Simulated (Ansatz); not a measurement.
```
Fe Pt
1.0
     2.61760    0.00000    0.00000
    -1.30880    2.26691    0.00000
     0.00000    0.00000    6.27685
Fe Pt
2 1
Direct
  0.33333 0.66667 0.64454
  0.66667 0.33333 0.35546
  0.00000 0.00000 0.00000
```

Space group P-3m1; a structure from a database of computed crystals, not necessarily the ambient phase.

Theory: DFT, PBE, PAW with Ansatz's default frozen-core files, fully relativistic files with spin-orbit coupling (Ansatz 0.2.0).

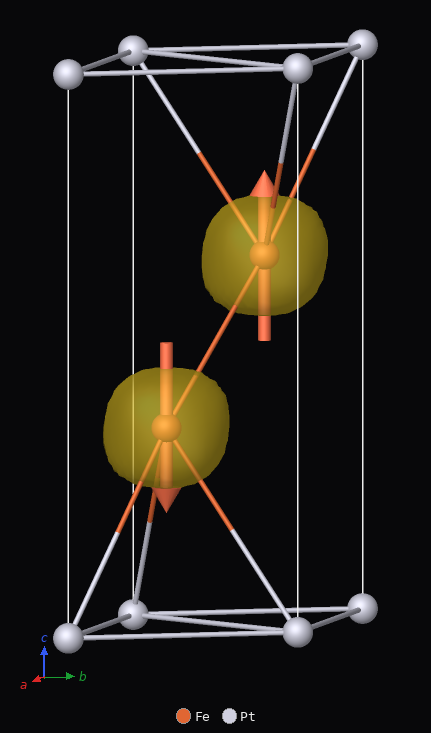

Fe2Pt. Isosurface of the size of the magnetisation density at 0.3 e/Å³ (yellow), with the spin moments of the magnetic sites as arrows; seen slightly off an axis.

In a PAW calculation such maps are meaningful between the atoms, not at the nuclei.

**Describe the magnetic structure.**

Spin moments: Fe 1.8 μB. They are collinear, and cancel (antiferromagnetic), along [0 0 1] of the cell.
